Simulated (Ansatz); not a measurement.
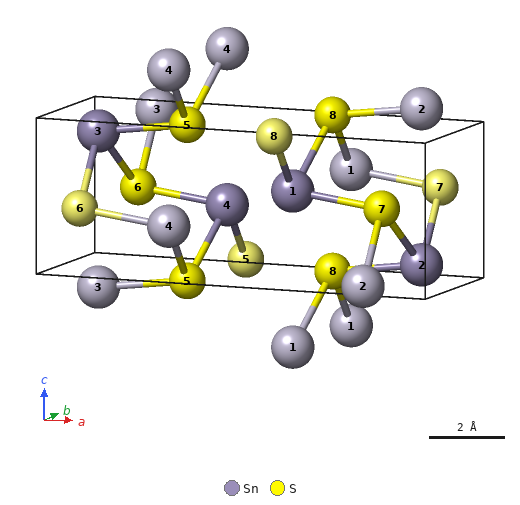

Figure 1. The structure as given in the input (ball-and-stick view of the cell of the calculation, seen slightly off an axis; neighbours outside the cell are drawn fainter; atoms are numbered from 1 in the order of the input). Near neighbours in the crystal (not all of them lie inside the picture): Sn has 3 S at 2.61 to 2.72 Å; S has 3 Sn at 2.61 to 2.72 Å.

**Geometry relaxation, with input and output: SnS (part 1 of 2)**

System: SnS (Pnma, 8 atoms in the cell).
Method: DFT PBE, scalar-relativistic, plane waves, PAW, no spin polarisation (Ansatz 0.2.0).

The structure was made by a generator, so it may or may not be a known phase. Figures and captions count atoms from 1; the log counts them from 0 in places.

Input file
```yaml
crystal:
  lattice:
    - [11.31999969, 0.0, 0.0]
    - [0.0, 4.05000019, 0.0]
    - [0.0, 0.0, 4.2420001]
  atoms:
    - { symbol: Sn, position: [0.62200001, 0.25, 0.5981] }
    - { symbol: Sn, position: [0.87799999, 0.75, 0.0981] }
    - { symbol: Sn, position: [0.12200001, 0.25, 0.9019] }
    - { symbol: Sn, position: [0.37799999, 0.75, 0.4019] }
    - { symbol: S, position: [0.35070002, 0.25, 0.97900001] }
    - { symbol: S, position: [0.14929998, 0.75, 0.47900001] }
    - { symbol: S, position: [0.85070002, 0.25, 0.52099999] }
    - { symbol: S, position: [0.64929998, 0.75, 0.02099999] }
basis:
  ecutwfc: 420
kpoints:
  mp_grid: { grid: [4, 8, 6] }
hamiltonian:
  xc: pbe
scf:
  occupations: { method: gaussian, width: 0.02 }
output:
  forces: true
  stress: true
  eigenvalues: true
  write_density: true
  write_potential: true
  elf: true
  volumetric_format: npy
relax:
  adjacent_minimum: "off"
  f_tol: 0.01
  max_steps: 80
  cell: { stress_tol: 0.05 }
```

Hardware: 1 thread of Arm Neoverse V1, 24 GiB of memory available, shared host.

Launch command:
```bash
ansatz run input.yaml --threads 1 --pin off --max-ram 2560MiB --backend cpu --events-out ev --progress --plain --runs-dir out
```

What the program printed
```
Engine: ansatz 0.2.0, aarch64-unknown-linux-gnu
Pseudopotentials: kind: paw
Pseudopotential: Sn, paw, valence charge 14, recommended cutoff 420 eV (normal), Sn.paw.azcp
Pseudopotential: S, paw, valence charge 6, recommended cutoff 420 eV (normal), S.paw.azcp
Functional definition: PBE
  parameter kappa = 0.804
  parameter beta = 0.06672455060314922
  exchange = pbe_x(kappa = kappa, mu = beta*pi^2/3)
  correlation = pbe_c(beta = beta)
Crystal: 8 atoms, lattice volume = 194.479 Å³
Basis set: ecut = 420 eV, 3787 PW (Γ), exchange–correlation on 160×60×60 points (8 copies of the dense FFT grid, shifted against one another)
Bands: 48, of which v1, the nominal top of the filled ones, is band 40 counted from 1 (39 counted from 0)
Symmetry: 8 space group operations
Space group: Pnma (ITA 62), of the structure as read, at distance tolerance 5.8e-5 Å
k-points: 60 of 192
Non-local potential: Sn, projectors of the file, l = 0: 2, l = 1: 2, l = 2: 2, l = 3: 2
Non-local potential: S, projectors of the file, l = 0: 2, l = 1: 2, l = 2: 2
PAW form: soft (Blöchl's): semilocal exchange-correlation on the pseudo side does not see the compensation charge
PAW one-centre angular grid: Sn, 590 points (default); XC on 64 Gauss nodes
PAW one-centre angular grid: S, 110 points (default); XC on 64 Gauss nodes
Initial density: superposition of atomic densities (neutral atoms: chi_scale 0, normalization atom), corrected by the library's trained network
Initial wavefunctions: pseudopotential atomic-orbital guess
Functional: x = pbe(κ = 0.804, μ = 0.2195149727645171), c = pbe(β = 0.06672455060314922)
SCF iter   1: F=—  HF=-27708.691279 eV  |F-HF|=—  |Δ(HF+E_count)|=         —  Δρ=1.59e-3  dr2=6.55e-3  ethr=1.77e-3  ⟨swp⟩=7.6  Hψ=12108  notcnv=0  defer=4
preconditioner: auto → Resta (q_TF=auto, 2.353 Å⁻¹)  ε∞=3.2  [insulator: Δε(μ)=0.887 eV  Ē_g=16.210 eV  σ=0.020 eV  W_gap=1.00  n_scr=48 (ndim 8)  ℏωp=23.8 eV  f_vac=0.000  D(μ)=0.00/eV (n_scr^D=0)  ε∞_Penn≈3.2]
SCF iter   2: F=—  HF=-27708.688050 eV  |F-HF|=—  |Δ(HF+E_count)|=   3.23e-3  Δρ=7.15e-4  dr2=7.21e-4  ethr=8.19e-6  ⟨swp⟩=2.4  Hψ=6127  notcnv=0  defer=175
SCF iter   3: F=—  HF=-27708.688329 eV  |F-HF|=—  |Δ(HF+E_count)|=   2.79e-4  Δρ=3.60e-4  dr2=1.63e-4  ethr=9.02e-7  ⟨swp⟩=2.9  Hψ=5234  notcnv=0  defer=175
SCF iter   4: F=—  HF=-27708.688512 eV  |F-HF|=—  |Δ(HF+E_count)|=   1.83e-4  Δρ=7.17e-5  dr2=8.17e-6  ethr=2.03e-7  ⟨swp⟩=2.0  Hψ=3709  notcnv=0  defer=175
SCF iter   5: F=—  HF=-27708.688453 eV  |F-HF|=—  |Δ(HF+E_count)|=   5.95e-5  Δρ=1.17e-5  dr2=2.39e-7  ethr=1.02e-8  ⟨swp⟩=2.9  Hψ=5025  notcnv=0  defer=175
SCF iter   6: F=-27708.688453 eV  HF=-27708.688453 eV  |F-HF|=1.08e-8  |Δ(HF+E_count)|=   1.32e-7  Δρ=3.57e-6  dr2=1.91e-8  ethr=1.25e-10  ⟨swp⟩=14.1  Hψ=21142  notcnv=0
SCF 1 converged in 6 iterations: F = -27708.688453 eV  dr2 = 1.91e-8
  greatest PAW one-centre occupation: 0.992 electrons in one spin orbital (limit 2), on the Sn atom at site 3 (counted from 0), in its partial waves of l = 2
relax step   1: F+E_penalty+E_count = -27708.68845285 eV  Δ(F+E_penalty+E_count) = +0.000e0 eV  max|allowed force component| = 1.036e-1 eV/Å  Δτ_max = 0.0000 Å  P = +1.452 GPa  Ω = 194.479 Å³  (6 SCF iters, dr2 threshold 1.00e-7 eV, accepted)
Crystal: 8 atoms, lattice volume = 214.692 Å³
Basis set: ecut = 420 eV, 4165 PW (Γ), exchange–correlation on 160×60×60 points (8 copies of the dense FFT grid, shifted against one another)
Initial density: handed on by an earlier stage of this run
Initial wavefunctions: those handed on with the density
iter 1 solved again at ethr=5.34e-5 eV; its pass at ethr=3.10e-3 eV (dr2=4.28e-2 eV) is discarded
SCF iter   1: F=—  HF=-27708.695628 eV  |F-HF|=—  |Δ(HF+E_count)|=         —  Δρ=3.87e-3  dr2=4.34e-2  ethr=5.34e-5  ⟨swp⟩=2.6  Hψ=16979  notcnv=0
preconditioner: auto → Resta (q_TF=auto, 2.314 Å⁻¹)  ε∞=3.0  [insulator: Δε(μ)=1.227 eV  Ē_g=16.080 eV  σ=0.020 eV  W_gap=1.00  n_scr=48 (ndim 8)  ℏωp=22.7 eV  f_vac=0.001  D(μ)=0.00/eV (n_scr^D=0)  ε∞_Penn≈3.0]
SCF iter   2: F=—  HF=-27708.688773 eV  |F-HF|=—  |Δ(HF+E_count)|=   6.86e-3  Δρ=2.02e-3  dr2=7.93e-3  ethr=5.34e-5  ⟨swp⟩=3.4  Hψ=4824  notcnv=0
SCF iter   3: F=—  HF=-27708.688565 eV  |F-HF|=—  |Δ(HF+E_count)|=   2.08e-4  Δρ=5.25e-4  dr2=7.42e-4  ethr=9.91e-6  ⟨swp⟩=2.2  Hψ=4187  notcnv=0
SCF iter   4: F=—  HF=-27708.688510 eV  |F-HF|=—  |Δ(HF+E_count)|=   5.49e-5  Δρ=1.19e-4  dr2=3.77e-5  ethr=9.27e-7  ⟨swp⟩=2.0  Hψ=3779  notcnv=0
SCF iter   5: F=—  HF=-27708.688529 eV  |F-HF|=—  |Δ(HF+E_count)|=   1.93e-5  Δρ=3.75e-5  dr2=5.04e-6  ethr=4.71e-8  ⟨swp⟩=2.9  Hψ=5141  notcnv=0
SCF iter   6: F=-27708.688531 eV  HF=-27708.688530 eV  |F-HF|=1.15e-7  |Δ(HF+E_count)|=   1.47e-6  Δρ=1.07e-5  dr2=3.06e-7  ethr=1.00e-9  ⟨swp⟩=13.2  Hψ=26944  notcnv=0
the search or the solves at the SCF's close seem to have found levels that the self-consistency loop had missed (the run counts 1). By its estimate they hold under 1e-12 electrons; where the run keeps them, the occupations were computed again with them
SCF 2 converged in 6 iterations: F = -27708.688531 eV  dr2 = 3.06e-7
relax step   2: F+E_penalty+E_count = -27708.68853060 eV  Δ(F+E_penalty+E_count) = -7.776e-5 eV  max|allowed force component| = 6.212e-2 eV/Å  Δτ_max = 0.0944 Å  P = -1.168 GPa  Ω = 214.692 Å³  energy of the carried Pulay correction = -3.616e-3 eV  (6 SCF iters, dr2 threshold 8.00e-7 eV, accepted)
Crystal: 8 atoms, lattice volume = 206.724 Å³
Basis set: ecut = 420 eV, 4017 PW (Γ), exchange–correlation on 160×60×60 points (8 copies of the dense FFT grid, shifted against one another)
iter 1 solved again at ethr=1.53e-5 eV; its pass at ethr=3.10e-3 eV (dr2=1.22e-2 eV) is discarded
SCF iter   1: F=—  HF=-27708.732053 eV  |F-HF|=—  |Δ(HF+E_count)|=         —  Δρ=2.54e-3  dr2=1.28e-2  ethr=1.53e-5  ⟨swp⟩=3.0  Hψ=15495  notcnv=0
preconditioner: auto → Resta (q_TF=auto, 2.329 Å⁻¹)  ε∞=3.1  [insulator: Δε(μ)=1.082 eV  Ē_g=16.104 eV  σ=0.020 eV  W_gap=1.00  n_scr=48 (ndim 8)  ℏωp=23.1 eV  f_vac=0.000  D(μ)=0.00/eV (n_scr^D=0)  ε∞_Penn≈3.1]
SCF iter   2: F=—  HF=-27708.730653 eV  |F-HF|=—  |Δ(HF+E_count)|=   1.40e-3  Δρ=1.35e-3  dr2=3.02e-3  ethr=1.53e-5  ⟨swp⟩=3.0  Hψ=5734  notcnv=0
SCF iter   3: F=—  HF=-27708.730720 eV  |F-HF|=—  |Δ(HF+E_count)|=   6.73e-5  Δρ=3.05e-4  dr2=2.26e-4  ethr=3.78e-6  ⟨swp⟩=2.0  Hψ=4080  notcnv=0
SCF iter   4: F=—  HF=-27708.730768 eV  |F-HF|=—  |Δ(HF+E_count)|=   4.72e-5  Δρ=6.63e-5  dr2=1.08e-5  ethr=2.83e-7  ⟨swp⟩=3.0  Hψ=5280  notcnv=0
SCF iter   5: F=—  HF=-27708.730773 eV  |F-HF|=—  |Δ(HF+E_count)|=   5.78e-6  Δρ=2.17e-5  dr2=1.37e-6  ethr=1.36e-8  ⟨swp⟩=2.2  Hψ=4325  notcnv=0
SCF iter   6: F=-27708.730774 eV  HF=-27708.730774 eV  |F-HF|=5.20e-8  |Δ(HF+E_count)|=   5.00e-7  Δρ=5.94e-6  dr2=9.57e-8  ethr=1.00e-9  ⟨swp⟩=12.4  Hψ=23212  notcnv=0
SCF 3 converged in 6 iterations: F = -27708.730774 eV  dr2 = 9.57e-8
relax step   3: F+E_penalty+E_count = -27708.73077391 eV  Δ(F+E_penalty+E_count) = -4.224e-2 eV  max|allowed force component| = 6.044e-2 eV/Å  Δτ_max = 0.0572 Å  P = -0.267 GPa  Ω = 206.724 Å³  energy of the carried Pulay correction = -2.234e-3 eV  (6 SCF iters, dr2 threshold 8.00e-7 eV, accepted)
Crystal: 8 atoms, lattice volume = 203.375 Å³
Basis set: ecut = 420 eV, 3981 PW (Γ), exchange–correlation on 160×60×60 points (8 copies of the dense FFT grid, shifted against one another)
iter 1 solved again at ethr=1.48e-5 eV; its pass at ethr=3.10e-3 eV (dr2=1.19e-2 eV) is discarded
SCF iter   1: F=—  HF=-27708.735932 eV  |F-HF|=—  |Δ(HF+E_count)|=         —  Δρ=2.67e-3  dr2=1.17e-2  ethr=1.48e-5  ⟨swp⟩=2.8  Hψ=15476  notcnv=0
preconditioner: auto → Resta (q_TF=auto, 2.335 Å⁻¹)  ε∞=3.1  [insulator: Δε(μ)=1.011 eV  Ē_g=16.118 eV  σ=0.020 eV  W_gap=1.00  n_scr=48 (ndim 8)  ℏωp=23.3 eV  f_vac=0.000  D(μ)=0.00/eV (n_scr^D=0)  ε∞_Penn≈3.1]
SCF iter   2: F=—  HF=-27708.734811 eV  |F-HF|=—  |Δ(HF+E_count)|=   1.12e-3  Δρ=1.44e-3  dr2=2.92e-3  ethr=1.46e-5  ⟨swp⟩=3.0  Hψ=5004  notcnv=0
SCF iter   3: F=—  HF=-27708.734932 eV  |F-HF|=—  |Δ(HF+E_count)|=   1.20e-4  Δρ=2.77e-4  dr2=1.71e-4  ethr=3.65e-6  ⟨swp⟩=2.0  Hψ=3855  notcnv=0
SCF iter   4: F=—  HF=-27708.734851 eV  |F-HF|=—  |Δ(HF+E_count)|=   8.08e-5  Δρ=5.86e-5  dr2=7.30e-6  ethr=2.13e-7  ⟨swp⟩=2.9  Hψ=5193  notcnv=0
SCF iter   5: F=—  HF=-27708.734853 eV  |F-HF|=—  |Δ(HF+E_count)|=   2.22e-6  Δρ=1.69e-5  dr2=7.35e-7  ethr=9.12e-9  ⟨swp⟩=2.9  Hψ=5239  notcnv=0
SCF iter   6: F=-27708.734853 eV  HF=-27708.734853 eV  |F-HF|=1.49e-8  |Δ(HF+E_count)|=   2.43e-7  Δρ=4.66e-6  dr2=4.92e-8  ethr=7.52e-10  ⟨swp⟩=12.0  Hψ=23212  notcnv=0
SCF 4 converged in 6 iterations: F = -27708.734853 eV  dr2 = 4.92e-8
relax step   4: F+E_penalty+E_count = -27708.73485337 eV  Δ(F+E_penalty+E_count) = -4.079e-3 eV  max|allowed force component| = 6.639e-2 eV/Å  Δτ_max = 0.0540 Å  P = +0.021 GPa  Ω = 203.375 Å³  energy of the carried Pulay correction = -1.637e-3 eV  (6 SCF iters, dr2 threshold 6.02e-7 eV, accepted)
Crystal: 8 atoms, lattice volume = 203.759 Å³
Basis set: ecut = 420 eV, 3993 PW (Γ), exchange–correlation on 160×60×60 points (8 copies of the dense FFT grid, shifted against one another)
iter 1 solved again at ethr=7.17e-6 eV; its pass at ethr=3.10e-3 eV (dr2=5.74e-3 eV) is discarded
SCF iter   1: F=—  HF=-27708.742640 eV  |F-HF|=—  |Δ(HF+E_count)|=         —  Δρ=2.19e-3  dr2=5.49e-3  ethr=7.17e-6  ⟨swp⟩=2.8  Hψ=16733  notcnv=0
preconditioner: auto → Resta (q_TF=auto, 2.335 Å⁻¹)  ε∞=3.1  [insulator: Δε(μ)=1.060 eV  Ē_g=16.156 eV  σ=0.020 eV  W_gap=1.00  n_scr=48 (ndim 8)  ℏωp=23.3 eV  f_vac=0.000  D(μ)=0.00/eV (n_scr^D=0)  ε∞_Penn≈3.1]
SCF iter   2: F=—  HF=-27708.742397 eV  |F-HF|=—  |Δ(HF+E_count)|=   2.42e-4  Δρ=1.17e-3  dr2=1.40e-3  ethr=6.87e-6  ⟨swp⟩=2.2  Hψ=5305  notcnv=0
SCF iter   3: F=—  HF=-27708.742671 eV  |F-HF|=—  |Δ(HF+E_count)|=   2.74e-4  Δρ=2.23e-4  dr2=8.76e-5  ethr=1.75e-6  ⟨swp⟩=2.1  Hψ=4090  notcnv=0
SCF iter   4: F=—  HF=-27708.742638 eV  |F-HF|=—  |Δ(HF+E_count)|=   3.31e-5  Δρ=4.35e-5  dr2=4.84e-6  ethr=1.09e-7  ⟨swp⟩=3.0  Hψ=5281  notcnv=0
SCF iter   5: F=—  HF=-27708.742640 eV  |F-HF|=—  |Δ(HF+E_count)|=   1.65e-6  Δρ=1.52e-5  dr2=4.27e-7  ethr=6.05e-9  ⟨swp⟩=3.0  Hψ=5280  notcnv=0
SCF iter   6: F=-27708.742640 eV  HF=-27708.742640 eV  |F-HF|=1.58e-8  |Δ(HF+E_count)|=   2.75e-7  Δρ=3.60e-6  dr2=3.06e-8  ethr=3.44e-10  ⟨swp⟩=11.7  Hψ=21812  notcnv=0
SCF 5 converged in 6 iterations: F = -27708.742640 eV  dr2 = 3.06e-8
relax step   5: F+E_penalty+E_count = -27708.74264000 eV  Δ(F+E_penalty+E_count) = -7.787e-3 eV  max|allowed force component| = 3.855e-2 eV/Å  Δτ_max = 0.0665 Å  P = +0.278 GPa  Ω = 203.759 Å³  energy of the carried Pulay correction = -1.706e-3 eV  (6 SCF iters, dr2 threshold 2.75e-7 eV, accepted)
Crystal: 8 atoms, lattice volume = 204.508 Å³
Basis set: ecut = 420 eV, 4001 PW (Γ), exchange–correlation on 160×60×60 points (8 copies of the dense FFT grid, shifted against one another)
iter 1 solved again at ethr=4.55e-6 eV; its pass at ethr=3.10e-3 eV (dr2=3.64e-3 eV) is discarded
SCF iter   1: F=—  HF=-27708.744749 eV  |F-HF|=—  |Δ(HF+E_count)|=         —  Δρ=1.70e-3  dr2=3.62e-3  ethr=4.55e-6  ⟨swp⟩=2.8  Hψ=15859  notcnv=0
preconditioner: auto → Resta (q_TF=auto, 2.333 Å⁻¹)  ε∞=3.1  [insulator: Δε(μ)=1.068 eV  Ē_g=16.131 eV  σ=0.020 eV  W_gap=1.00  n_scr=48 (ndim 8)  ℏωp=23.2 eV  f_vac=0.000  D(μ)=0.00/eV (n_scr^D=0)  ε∞_Penn≈3.1]
SCF iter   2: F=—  HF=-27708.744595 eV  |F-HF|=—  |Δ(HF+E_count)|=   1.55e-4  Δρ=8.91e-4  dr2=9.09e-4  ethr=4.52e-6  ⟨swp⟩=2.0  Hψ=5282  notcnv=0
SCF iter   3: F=—  HF=-27708.744766 eV  |F-HF|=—  |Δ(HF+E_count)|=   1.71e-4  Δρ=1.73e-4  dr2=4.71e-5  ethr=1.14e-6  ⟨swp⟩=2.0  Hψ=4020  notcnv=0
SCF iter   4: F=—  HF=-27708.744867 eV  |F-HF|=—  |Δ(HF+E_count)|=   1.01e-4  Δρ=2.92e-5  dr2=1.75e-6  ethr=5.89e-8  ⟨swp⟩=3.0  Hψ=5518  notcnv=0
SCF iter   5: F=-27708.744868 eV  HF=-27708.744868 eV  |F-HF|=1.23e-8  |Δ(HF+E_count)|=   9.42e-7  Δρ=7.60e-6  dr2=1.37e-7  ethr=5.41e-10  ⟨swp⟩=12.2  Hψ=23385  notcnv=0
SCF 6 converged in 5 iterations: F = -27708.744868 eV  dr2 = 1.37e-7
relax step   6: F+E_penalty+E_count = -27708.74486779 eV  Δ(F+E_penalty+E_count) = -2.228e-3 eV  max|allowed force component| = 8.085e-3 eV/Å  Δτ_max = 0.0449 Å  P = +0.036 GPa  Ω = 204.508 Å³  energy of the carried Pulay correction = -1.840e-3 eV  (5 SCF iters, dr2 threshold 4.32e-7 eV, accepted)
Crystal: 8 atoms, lattice volume = 204.902 Å³
iter 1 solved again at ethr=4.23e-7 eV; its pass at ethr=3.10e-3 eV (dr2=3.39e-4 eV) is discarded
SCF iter   1: F=—  HF=-27708.745417 eV  |F-HF|=—  |Δ(HF+E_count)|=         —  Δρ=4.39e-4  dr2=3.16e-4  ethr=4.23e-7  ⟨swp⟩=3.0  Hψ=15071  notcnv=0
preconditioner: auto → Resta (q_TF=auto, 2.332 Å⁻¹)  ε∞=3.1  [insulator: Δε(μ)=1.045 eV  Ē_g=16.125 eV  σ=0.020 eV  W_gap=1.00  n_scr=48 (ndim 8)  ℏωp=23.2 eV  f_vac=0.000  D(μ)=0.00/eV (n_scr^D=0)  ε∞_Penn≈3.1]
SCF iter   2: F=—  HF=-27708.745400 eV  |F-HF|=—  |Δ(HF+E_count)|=   1.75e-5  Δρ=2.40e-4  dr2=9.09e-5  ethr=3.96e-7  ⟨swp⟩=1.0  Hψ=2880  notcnv=0
SCF iter   3: F=—  HF=-27708.745457 eV  |F-HF|=—  |Δ(HF+E_count)|=   5.77e-5  Δρ=4.92e-5  dr2=6.03e-6  ethr=1.14e-7  ⟨swp⟩=2.2  Hψ=4069  notcnv=0
SCF iter   4: F=—  HF=-27708.745456 eV  |F-HF|=—  |Δ(HF+E_count)|=   1.12e-6  Δρ=1.11e-5  dr2=2.57e-7  ethr=7.54e-9  ⟨swp⟩=2.6  Hψ=5002  notcnv=0
SCF iter   5: F=-27708.745456 eV  HF=-27708.745456 eV  |F-HF|=6.33e-10  |Δ(HF+E_count)|=   1.46e-7  Δρ=3.25e-6  dr2=2.66e-8  ethr=5.23e-11  ⟨swp⟩=10.4  Hψ=18994  notcnv=0
SCF 7 converged in 5 iterations: F = -27708.745456 eV  dr2 = 2.66e-8
  greatest PAW one-centre occupation: 0.992 electrons in one spin orbital (limit 2), on the Sn atom at site 2 (counted from 0), in its partial waves of l = 2
relax step   7: F+E_penalty+E_count = -27708.74545649 eV  Δ(F+E_penalty+E_count) = -5.887e-4 eV  max|allowed force component| = 3.397e-3 eV/Å  Δτ_max = 0.0096 Å  P = -0.006 GPa  Ω = 204.902 Å³  energy of the carried Pulay correction = -1.911e-3 eV  (5 SCF iters, dr2 threshold 4.19e-8 eV, accepted)
Basis set: ecut = 420 eV, 3993 PW (Γ), exchange–correlation on 160×54×60 points (8 copies of the dense FFT grid, shifted against one another)
Initial wavefunctions: pseudopotential atomic-orbital guess (no wavefunctions were taken with the density)
iter 1 solved again at ethr=4.72e-7 eV; its pass at ethr=3.10e-3 eV (dr2=3.78e-4 eV) is discarded
SCF iter   1: F=—  HF=-27708.747438 eV  |F-HF|=—  |Δ(HF+E_count)|=         —  Δρ=5.10e-5  dr2=8.18e-7  ethr=4.72e-7  ⟨swp⟩=3.1  Hψ=19071  notcnv=0
preconditioner: auto → Resta (q_TF=auto, 2.332 Å⁻¹)  ε∞=3.1  [insulator: Δε(μ)=1.046 eV  Ē_g=16.126 eV  σ=0.020 eV  W_gap=1.00  n_scr=48 (ndim 8)  ℏωp=23.2 eV  f_vac=0.000  D(μ)=0.00/eV (n_scr^D=0)  ε∞_Penn≈3.1]
SCF iter   2: F=—  HF=-27708.747577 eV  |F-HF|=—  |Δ(HF+E_count)|=   1.40e-4  Δρ=2.52e-5  dr2=2.05e-7  ethr=1.02e-9  ⟨swp⟩=3.0  Hψ=5496  notcnv=0
SCF iter   3: F=—  HF=-27708.747578 eV  |F-HF|=—  |Δ(HF+E_count)|=   9.34e-7  Δρ=6.00e-6  dr2=1.44e-8  ethr=2.56e-10  ⟨swp⟩=2.2  Hψ=4379  notcnv=0
SCF iter   4: F=—  HF=-27708.747578 eV  |F-HF|=—  |Δ(HF+E_count)|=   5.33e-8  Δρ=4.21e-7  dr2=3.24e-10  ethr=1.79e-11  ⟨swp⟩=2.8  Hψ=5188  notcnv=0
SCF iter   5: F=-27708.747578 eV  HF=-27708.747578 eV  |F-HF|=7.28e-12  |Δ(HF+E_count)|=  1.89e-10  Δρ=1.36e-7  dr2=5.82e-11  ethr=1.00e-12  ⟨swp⟩=7.0  Hψ=14284  notcnv=0
SCF 8 converged in 5 iterations: F = -27708.747578 eV  dr2 = 5.82e-11
relax step   8: F+E_penalty+E_count = -27708.74757834 eV  Δ(F+E_penalty+E_count) = -2.122e-3 eV  max|allowed force component| = 3.697e-3 eV/Å  Δτ_max = 0.0000 Å  P = -0.005 GPa  Ω = 204.902 Å³  stress off target by 1.74e-2 GPa  SCF on the basis re-selected at this cell (its energy is not comparable with the rows above)  (5 SCF iters)
```

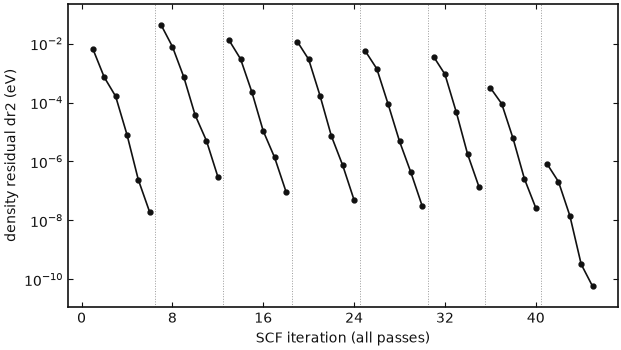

Figure 2. Convergence of the self-consistent field: density residual dr2 against the SCF iteration. The dotted lines part the SCF passes of the relaxation: geometry steps, rejected trials and re-solves on a re-selected basis. The 8 passes take 5 to 6 iterations each, 45 in all.
